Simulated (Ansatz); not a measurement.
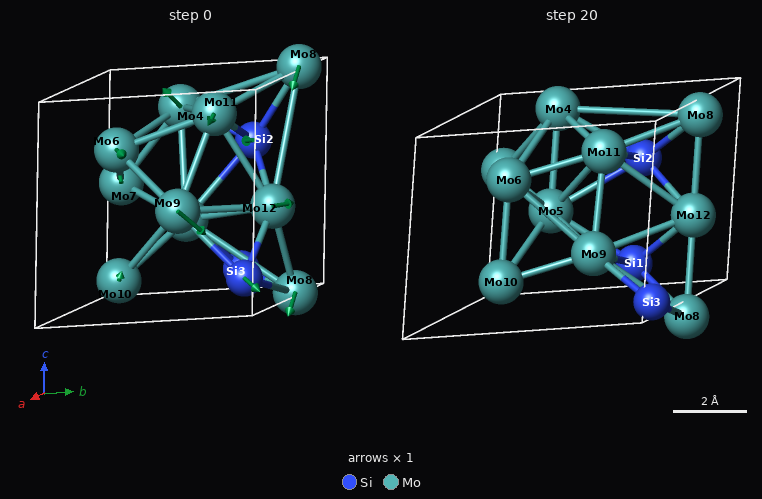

The structure of an amorphous cell of composition SiMo3 (coarse preliminary run) before (left) and after (right) a relaxation, at one scale. The green arrows give the displacements (the part carried along by the change of the cell is left out), at their true length.

Style: ball-and-stick. Shown: the cell of the calculation, slightly off an axis.

Case: atoms packed at random at 1.25 times the crystal's volume.

Computed with DFT PBE, scalar-relativistic, plane waves, PAW (Ansatz).

The input:
```yaml
crystal:
  lattice:
    - [5.663424, -0.113787, -0.141014]
    - [-0.113787, 6.291656, 0.344126]
    - [-0.141014, 0.344126, 6.239564]
  atoms:
    - { symbol: Si, position: [0.0403106223, 0.6333071145, 0.0908810349] }
    - { symbol: Si, position: [0.2427477121, 0.745020581, 0.6827726461] }
    - { symbol: Si, position: [0.8666702366, 0.9175384285, 0.151579355] }
    - { symbol: Mo, position: [0.1472847105, 0.375772245, 0.8379489834] }
    - { symbol: Mo, position: [0.3565351112, 0.4776823329, 0.3639947076] }
    - { symbol: Mo, position: [0.6345685728, 0.243312374, 0.7234005432] }
    - { symbol: Mo, position: [0.0448945272, 0.0752383339, 0.5030793415] }
    - { symbol: Mo, position: [0.2902691373, 0.9654168742, 0.0022354929] }
    - { symbol: Mo, position: [0.8823378079, 0.6104971487, 0.467201404] }
    - { symbol: Mo, position: [0.7554563335, 0.3038848268, 0.1588399434] }
    - { symbol: Mo, position: [0.6576792695, 0.6980791269, 0.8619062322] }
    - { symbol: Mo, position: [0.5288142839, 0.9325238847, 0.4206957387] }
  symmetry: { detect: false }
basis:
  ecutwfc: 420
kpoints:
  mp_grid: { grid: [2, 2, 2], shift: [0.5, 0.5, 0.5] }
hamiltonian:
  xc: pbe
scf:
  occupations: { method: gaussian, width: 0.1 }
  lower_state_search: "off"
output:
  forces: true
  stress: true
  eigenvalues: true
relax:
  adjacent_minimum: "off"
  f_tol: 0.04
  max_steps: 70
  cell: { stress_tol: 0.3 }
```

Launched with:
```bash
ansatz run input.yaml --threads 2 --pin off --max-ram 5120MiB --backend cpu --events-out ev --progress --plain --runs-dir out
```

Summarise the run.

The largest move relative to the cell is that of Mo9, 1.26 Å roughly along [−2 1 −2]. Largest moves by element: Mo 1.26 Å, Si 0.76 Å. Cell: a 5.666 → 5.138 Å (−9.3 %), b 6.302 → 6.763 Å (+7.3 %), c 6.251 → 5.554 Å (−11.1 %), α 83.7° → 81.8°, β 92.8° → 102.8°, γ 92.3° → 105.3°. Volume −18.4 %. Near-neighbour distances that change, for instance: Mo4–Mo9 5.849 → 3.166 Å, Si1–Mo9 5.216 → 2.742 Å, Mo7–Mo8 5.393 → 3.358 Å, Si2–Mo6 4.581 → 2.553 Å. New bonds form, among them: Mo4–Mo10 (3.92 → 2.61 Å), Mo5–Mo11 (3.84 → 3.10 Å), Mo6–Mo10 (3.60 → 2.81 Å), Si1–Mo12 (3.92 → 2.64 Å). Bonds break, among them: Mo4–Mo9 (2.98 → 4.88 Å), Mo5–Mo12 (3.04 → 4.17 Å), Mo5–Mo9 (2.97 → 4.08 Å), Si1–Si3 (2.16 → 2.84 Å). Among the angles between lasting bonds that change: Mo7–Si3–Mo11 168.1° → 122.3°, Mo5–Si1–Mo8 91.5° → 136.0°, Mo9–Si1–Mo11 100.3° → 59.3°. Over 18 accepted moves (20 points after the start) the energy falls by 8.550 eV per cell of the calculation. The largest force component goes from 2.5 to 0.032 eV/Å. Pressure: −19.08 GPa at the start and 0.00 GPa at the end. The line search rejected the trial step at point 13 of the run. At 1 point the geometry stayed and the basis and grid were re-selected for the new cell (energy shift of 0.8 meV per cell of the calculation at most each time).

Limits of the set-up: the periodic images lie only 5.7 Å apart, so the values are limited by the cell's size.
